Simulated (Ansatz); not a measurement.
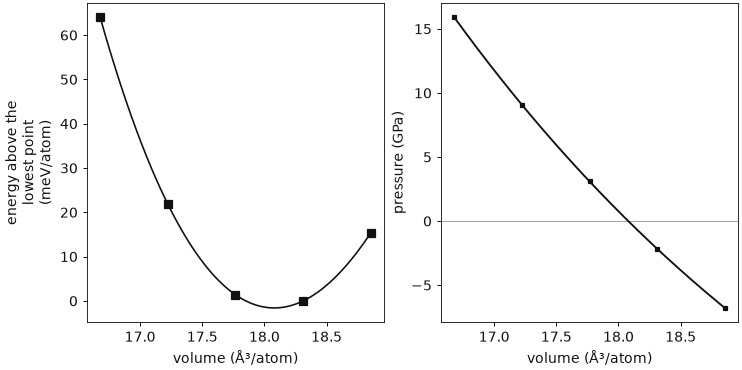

The figure shows the energy above the lowest point and pressure against volume for Nb, space group Im-3m (No. 229) (one of a set of cubic test structures, which need not be the stable phase).

Computed with Ansatz 0.2.0 development build: equation of state of a cubic crystal from periodic Kohn-Sham density functional theory without spin, third-order Birch-Murnaghan fit to the free energies; pressure corrected for the finite basis. Level: r2SCAN.

```
                setting                   value
         structure type                     bcc
          atoms in cell                       1
     space group number                     229
       lattice centring  body-centred primitive
                 k mesh                14×14×14
      occupation method             Fermi–Dirac
       occupation width                  0.1 eV
            wave cutoff                  500 eV
               datasets              soft-1 PAW
      density tolerance                1e-07 eV
                  bands                      11
   density cutoff ratio                       4
search for lower states                 default
```

> What equilibrium volume and bulk modulus follow from the curve?

A third-order Birch–Murnaghan fit gives V0 = 18.08 Å³/atom, B0 = 173 GPa and B′ = 3.3.

> How does the pressure vary with volume?

It falls from 15.9 GPa at volume 16.68 Å³/atom to −6.8 GPa at 18.85 Å³/atom, and changes sign near 18.09 Å³/atom.

Keep in mind: modest k-mesh, values are not fully converged in k.
